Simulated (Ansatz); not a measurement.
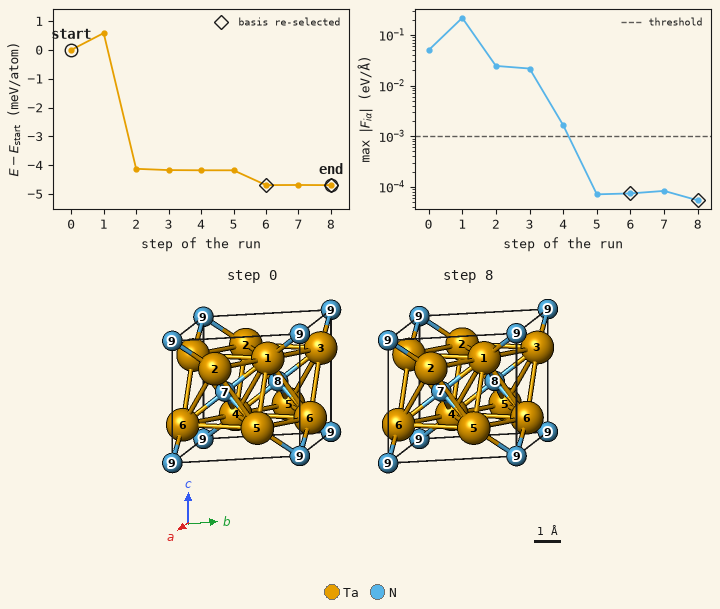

First and last geometry of a relaxation of a crystal of Ta$_{2}$N (set up in P-31m), with the history of the run. A ball-and-stick model of the cell of the calculation, seen slightly off an axis.

Case: relaxed under PBEsol.

Theory: Ansatz, DFT PBEsol, scalar-relativistic, plane waves, PAW. Settings: plane-wave cutoff 420 eV; k-point mesh 12 × 12 × 8; occupations fermi dirac; smearing width 0.15 eV; no spin polarisation; cell and atoms relaxed; force threshold 0.001 eV/Å; at most 60 steps.

> Read the history and describe the run.

It converged. No atom moves by more than 0.005 Å relative to the cell. The drawn cell changes as follows: a = b 5.229 → 5.264 Å (+0.7 %), c 4.886 → 4.915 Å (+0.6 %); the volume changes by +1.9 %. Among the contacts that change: Ta1–Ta2 3.020 → 3.041 Å, Ta1–Ta4 2.983 → 3.001 Å, Ta1–N7 2.136 → 2.150 Å, Ta1–N9 2.120 → 2.133 Å. The space group stays P-31m (No. 162). Over 6 accepted moves (8 points after the start) the energy falls by 4.7 meV per atom. The largest force component goes from 0.05 to under 0.0001 eV/Å. Pressure: 6.10 GPa at the start and 0.00 GPa at the end. At 2 points the geometry stayed and the basis and grid were re-selected for the new cell (energy shift of 0.5 meV per atom at most each time). The run took 4.5 min on 2 threads of Oxide Virtual Turin-like Processor (Zen 5), on a shared host, peak memory 0.92 GiB.
